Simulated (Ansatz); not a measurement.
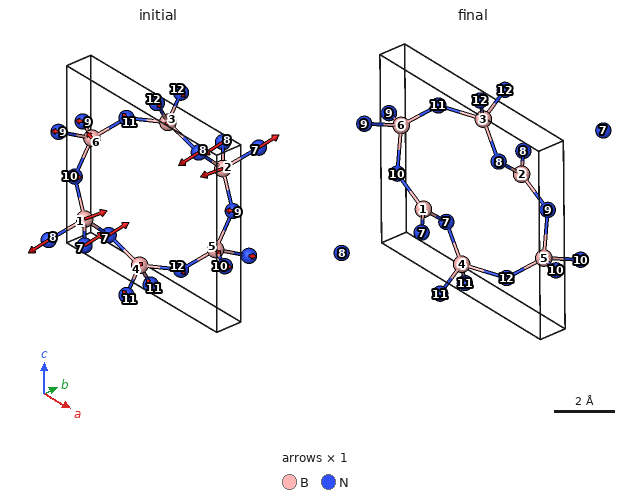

The structure of solid BN (a generated structure, set up in P2_1/m) (coarse preliminary run) before (left) and after (right) a relaxation, at one scale. The red arrows give the displacements (the part carried along by the change of the cell is left out), at their true length.

The picture is a ball-and-stick view of the cell of the calculation, seen slightly off an axis.

Level of theory: Ansatz, DFT PBE, scalar-relativistic, plane waves, PAW. Settings: plane-wave cutoff 420 eV; k-point mesh 4 × 8 × 4; occupations gaussian; smearing width 0.1 eV; no spin polarisation; cell and atoms relaxed; force threshold 0.04 eV/Å; at most 70 steps.

Q: Describe what moved and what it gained.

A: The largest moves relative to the cell, 0.89 Å, are those of B1, B2, N7 and N8. N7 goes along [1 0 1]. By element the largest moves are N 0.89 Å, B 0.88 Å. The drawn cell changes as follows: a 5.999 → 6.375 Å (+6.3 %), b 2.491 → 2.548 Å (+2.3 %), c 5.999 → 6.372 Å (+6.2 %), β 117.6° → 118.7°; the volume changes by +14.3 %. Near-neighbour distances that change, for instance: B1–N8 1.491 → 3.320 Å, B1–B2 2.108 → 3.588 Å, B5–N9 1.467 → 1.646 Å, B3–N11 1.467 → 1.639 Å. Bonds break: B1–N8 (1.49 → 3.32 Å), B2–N7 (1.49 → 3.32 Å). Among the angles between lasting bonds that change: N9–B5–N12 145.7° → 124.2°, N7–B4–N12 141.5° → 124.7°, B1–N7–B1 113.5° → 122.5°. The space group stays P2_1/m (No. 11). After 11 accepted moves (14 points after the start) the energy has fallen by 6.161 eV per cell of the calculation. Largest force component: 5.2 eV/Å at the start, 0.0076 eV/Å at the end. The pressure goes from 70.03 to 0.01 GPa. The line search rejected the trial step at point 8 of the run. At 2 points the geometry stayed and the basis and grid were re-selected for the new cell (energy shift of 0.101 eV per cell of the calculation at most each time).
